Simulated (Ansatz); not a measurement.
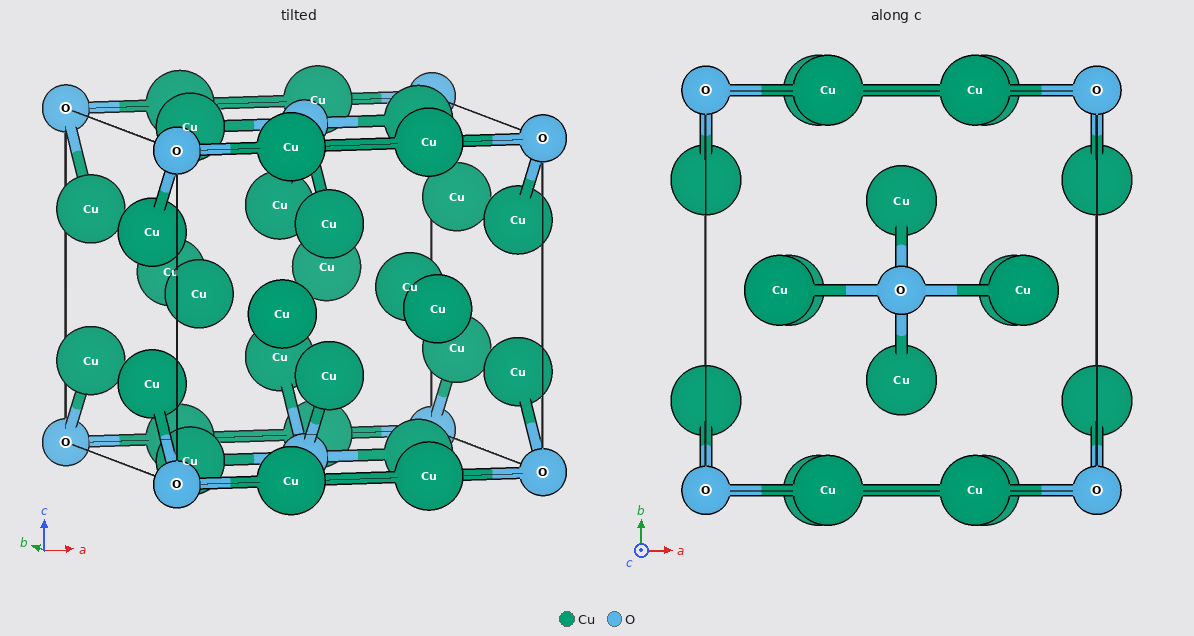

An orthographic ball-and-stick view of the structure, slightly off an axis and along the c axis. The outline marks the conventional unit cell. Cell: a = 6.176 Å, b = 6.319 Å, c = 5.437 Å, α = 90.00°, β = 90.00°, γ = 90.00°.

Explain the picture.

It has the composition Cu8O. It belongs to space group Cmmm (No. 65) and has a base-centred orthorhombic lattice. The cell holds 18 atoms (16 Cu, 2 O), Z = 2. Numbers of contacts at bonding distance: Cu 0 to 2 (mean 1.0) and O 6. Not all metal-metal contacts are counted.

The cell started as a structure listed in the Materials Project. Earlier steps of the study, as a rule a relaxation of our own, may have changed the cell and positions, so they can lie some per cent off the listed ones. Ansatz was used for an electronic-structure calculation on it.

At this level of theory the run's own cell isn't at rest (stretched, at -6 GPa), so its distances can differ from those at equilibrium, the more so the softer the solid.
